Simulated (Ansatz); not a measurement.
## Electronic structure of BAs in real space

```
B As
1.0
     2.97298    0.00000    0.00000
     0.00000    2.97298    0.00000
     0.00000    0.00000    2.97298
B As
1 1
Direct
  0.50000 0.50000 0.50000
  0.00000 0.00000 0.00000
```

Space group Pm-3m; a generated structure, not necessarily the stable one; computed pressure about −3 GPa in this cell.

Level of theory: Kohn-Sham DFT of a periodic cell, PBE, Ansatz PAW (Ansatz 0.2.0).

In a PAW calculation such maps are meaningful between the atoms, not at the nuclei.

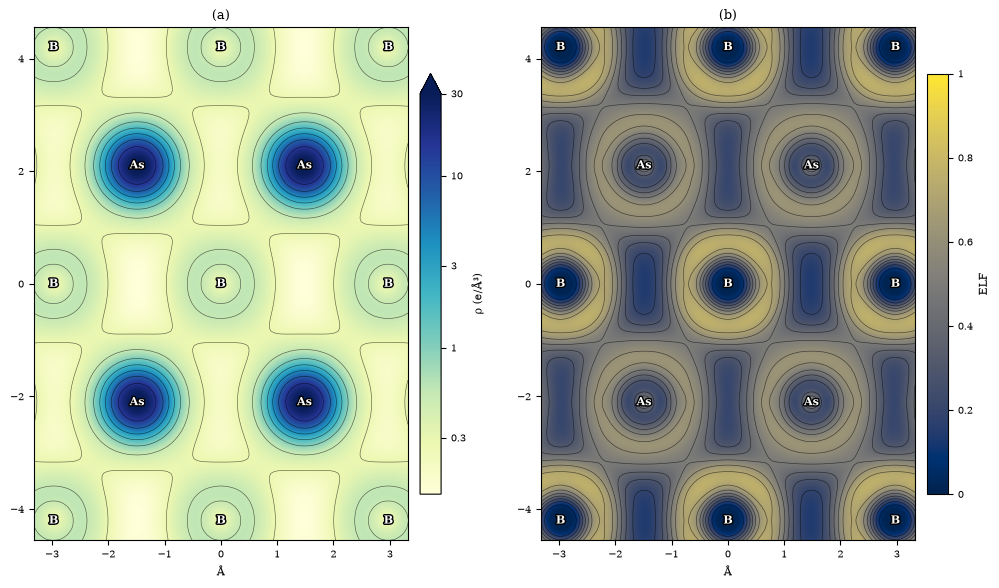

Figure 1. (a) valence charge density (pseudo); (b) ELF on the (011̄) plane of the conventional cell.

**Read the bonding off the picture.**

The plane passes through B and As nuclei.
B–As (2.57 Å): ρ is about 0.31 e/Å³ halfway; the ELF peaks at about 0.75 in the valence shell of B, 0.7 Å from its nucleus, and drops to about 0.50 between the two atoms.
Between the atoms the lowest density in this plane is 0.14 e/Å³.

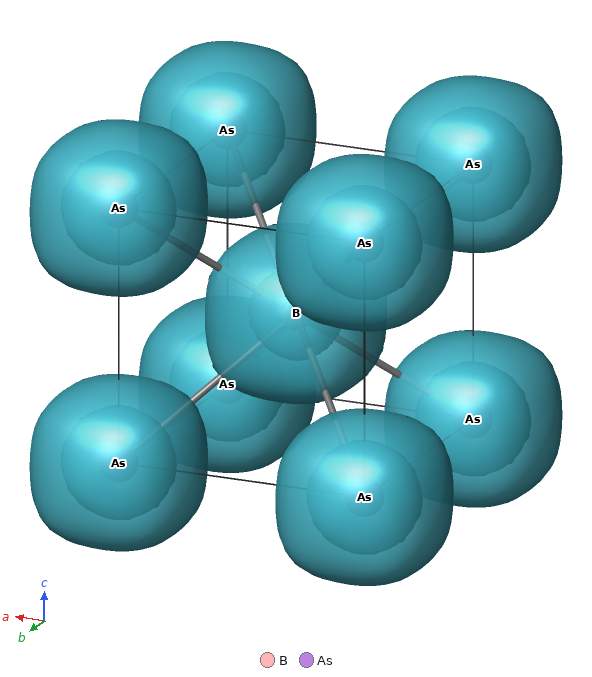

Figure 2. Isosurface of the ELF at 0.55 (cyan), seen at an oblique angle. Only the valence region is drawn (cores and ρ < 0.01 e/Å³ removed). Sticks mark near contacts.

**Describe the localisation domains.**

At this value the surface marks out one region wrapped around As (its valence shell) and one region wrapped around B (its valence shell), counted in one cell of 2 atoms. Any copies at cell faces, edges or corners count once.

**Does the calculation give a band gap?**

It is metallic or semimetallic at this level of theory: no gap opens.
